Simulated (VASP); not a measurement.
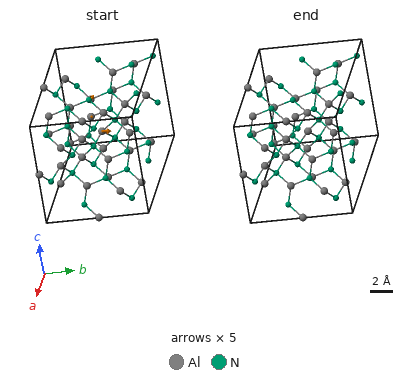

The structure of a defect cell of composition Al₃₂N₃₁ before (left) and after (right) a relaxation, at one scale. The orange arrows give the displacements, 5 times their true length.

The picture is a ball-and-stick view of the cell of the calculation (origin shifted), seen from a free direction.

The run lets the atoms move in a fixed cell.

These are results of Kohn-Sham DFT of a periodic cell, PBE, VASP PAW PBE potentials, recommended in VASP 6.6.1, not measurements.

Input file:
```
  ALGO = Normal
  EDIFF = 1E-6
  EDIFFG = -0.025
  ENCUT = 450
  GGA = PE
  IBRION = 2
  ICORELEVEL = 1
  ISIF = 2
  ISMEAR = 0
  ISYM = 0
  LASPH = True
  LCHARG = False
  LREAL = Auto
  LUSENCCL = False
  LWAVE = False
  NELECT = 250.0
  NELM = 80
  NSW = 70
  PREC = Normal
  SIGMA = 0.01
```

Run as
```bash
cat potpaw_PBE.64/Al/POTCAR potpaw_PBE.64/N/POTCAR > POTCAR
mpirun -np 1 vasp_std > vasp.out
```

What changed between the two?

Answer. The atom that moves furthest is an Al atom (0.19 Å roughly along [−1 3 −1]). By element the largest moves are Al 0.19 Å, N 0.02 Å. The cell stays as it was. Some distances before and after: Al–N 2.037 → 1.874 Å, Al–N 1.758 → 1.873 Å, Al–N 1.979 → 1.880 Å, Al–N 1.939 → 1.873 Å. Bond angles that change, for instance: N–Al–N 103.7° → 113.1°, Al–N–Al 106.1° → 112.1°, N–Al–N 104.5° → 109.7°. Over 13 geometry steps the energy falls by 0.570 eV per cell of the calculation. Largest force component: 2.8 eV/Å at the start, 0.016 eV/Å at the end.
